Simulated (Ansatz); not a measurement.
**Si$_{27}$C$_{28}$ (cell charge −3, with a compensating background) (cell with a defect): density, localisation and related maps**

Si$_{27}$C$_{28}$ (cell charge −3, with a compensating background) (cell with a defect), 55 atoms, a = 8.19 Å, b = 8.19 Å, c = 10.13 Å, α = 90.00°, β = 90.00°, γ = 120.00°.

Spin-polarised.

Theory: DFT PBE, scalar-relativistic, plane waves, PAW (Ansatz).

In a PAW calculation such maps are meaningful between the atoms, not at the nuclei.

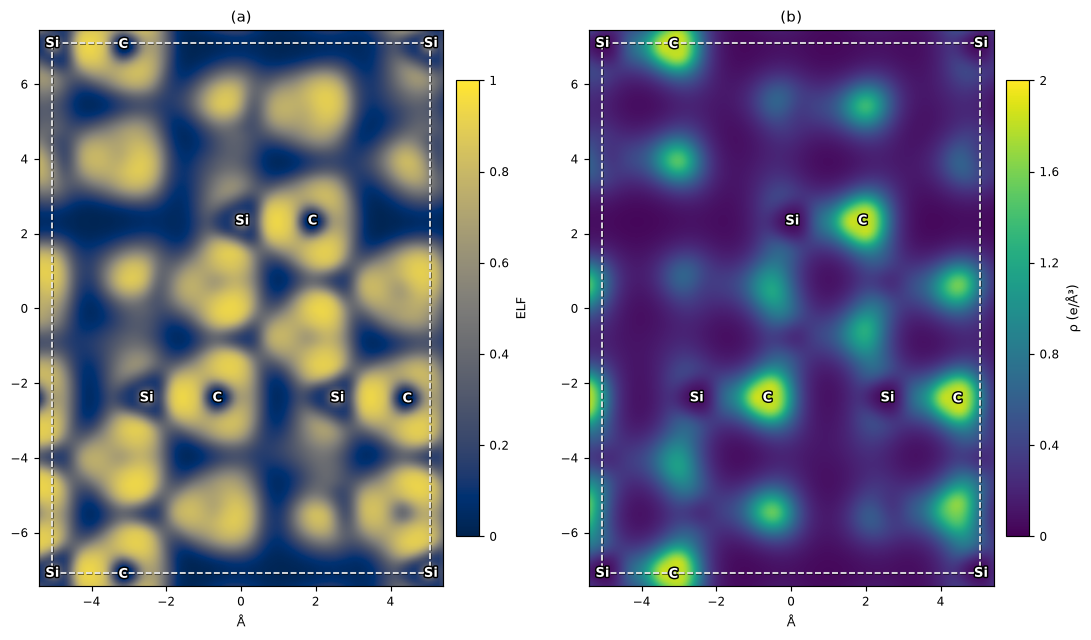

Figure 1. (a) electron localisation function; (b) valence charge density (pseudo) on the (110) plane of the calculation cell.

Describe what can be read from this map.

Answer. The plane passes through Si and C nuclei.
Atoms just off the plane (Si, 0.5 Å away and C, 0.4 Å away) can leave unmarked features too.
Si–C (1.90 Å): ρ is about 0.88 e/Å³ halfway; the ELF peaks at about 0.95 between the atoms (a shared electron pair).
Si–C (1.92 Å): ρ at the midpoint is about 0.84 e/Å³; the ELF peaks at about 0.95 between the atoms (a covalent bond).
Between the atoms the lowest density in this plane is 0.04 e/Å³.

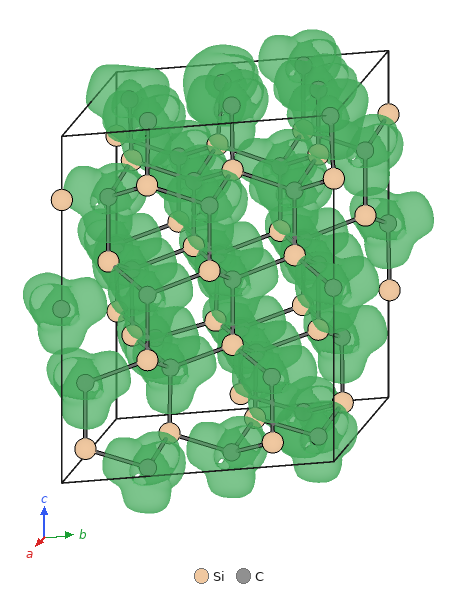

Figure 2. Isosurface of the electron localisation function at 0.7 (green), seen slightly off an axis. Only the valence region is drawn (cores and ρ < 0.01 e/Å³ removed). Sticks mark near contacts.

Where are the electrons localised?

Answer. The surface consists of 28 regions on C in which the atom's valence shell and bonds are merged, counted in one cell of 55 atoms. Regions shared between cells count once.


Si–C (1.79 Å): the ELF peaks at about 0.90 between the atoms (a covalent bond). Si–C (1.88 Å): the ELF peaks at about 0.95 between the atoms: localised, covalent bonding.
